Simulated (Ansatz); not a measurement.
The cell of BN in space group P6_3/mmc. Origin of the cell: the geometry relaxed at fixed volume with DFT r2SCAN, scalar-relativistic, plane waves, PAW in Ansatz.

```
B N
1.0
     2.50336    0.00000    0.00000
    -1.25168    2.16797    0.00000
     0.00000    0.00000    7.86602
B N
2 2
Direct
  0.33333 0.66667 0.25000
  0.66667 0.33333 0.75000
  0.33333 0.66667 0.75000
  0.66667 0.33333 0.25000
```

Take as void every point where the procrystal density (the sum of the densities of spherically averaged neutral Hartree-Fock atoms) is below 0.01 e/bohr³. What do the voids look like?

The voids take about 28 % of the cell (12 Å³ of 42.7 Å³) and are bounded by about 22 Å² of surface per cell. Where they connect, they form a two-dimensional network in layers parallel to (001).

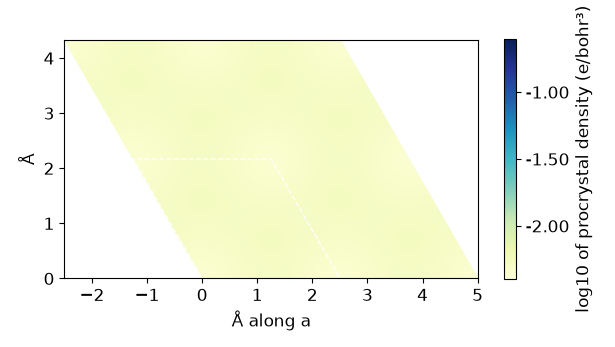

The procrystal density on the section z = 0.000 (parallel to a and b; the dashed line is one cell); the black line bounds the voids.
